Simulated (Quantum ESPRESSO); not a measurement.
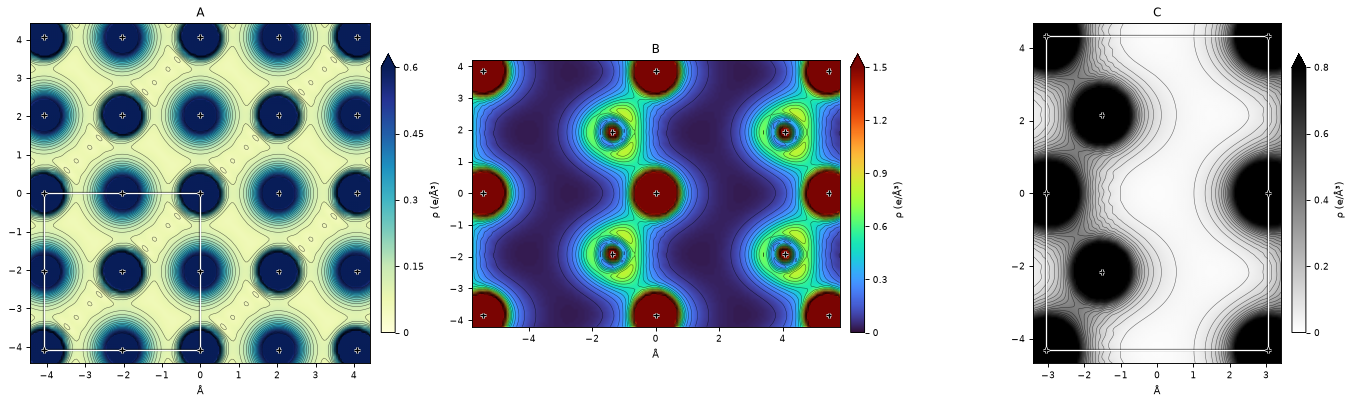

The valence electron density of 3 systems, each on a plane through atoms (crosses mark nuclei in the plane).

The calculation used Quantum ESPRESSO, Kohn-Sham DFT of a periodic cell, PBEsol, GBRV 1.5 PBEsol.

System 1: GaSb, the (110) plane of the conventional cell. Space group F-43m.

System 2: LiH, the (100) plane of the conventional cell. Space group Fm-3m; computed pressure about −2 GPa in this cell.

```
CELL_PARAMETERS angstrom
4.07350 0.00000 0.00000
0.00000 4.07350 0.00000
0.00000 0.00000 4.07350
ATOMIC_POSITIONS crystal
Li 0.00000 0.00000 0.00000
Li 0.50000 0.50000 0.00000
Li 0.50000 0.00000 0.50000
Li 0.00000 0.50000 0.50000
H 0.50000 0.00000 0.00000
H 0.00000 0.50000 0.00000
H 0.00000 0.00000 0.50000
H 0.50000 0.50000 0.50000
```

System 3: GaP, the (011) plane of the conventional cell. Space group F-43m.

```yaml
crystal:
  lattice:
    - [5.45050, 0.00000, 0.00000]
    - [0.00000, 0.00000, -5.45050]
    - [0.00000, 5.45050, 0.00000]
  atoms:
    - { symbol: Ga, position: [0.50000, 0.50000, 0.00000] }
    - { symbol: Ga, position: [0.00000, 0.50000, 0.50000] }
    - { symbol: Ga, position: [0.00000, 0.00000, 0.00000] }
    - { symbol: Ga, position: [0.50000, 0.00000, 0.50000] }
    - { symbol: P, position: [0.75000, 0.75000, 0.25000] }
    - { symbol: P, position: [0.25000, 0.75000, 0.75000] }
    - { symbol: P, position: [0.25000, 0.25000, 0.25000] }
    - { symbol: P, position: [0.75000, 0.25000, 0.75000] }
```

### Match each panel to its system.

Panel A is system 2, LiH: the plane holds Li and H. Li–H (2.04 Å): ρ is about 0.12 e/Å³ halfway. Panel B is system 3, GaP: the plane holds Ga and P. Ga–P (2.36 Å): ρ is about 0.55 e/Å³ halfway. Panel C is system 1, GaSb: the plane holds Sb and Ga. Ga–Sb (2.65 Å): the density is about 0.42 e/Å³ at the midpoint.
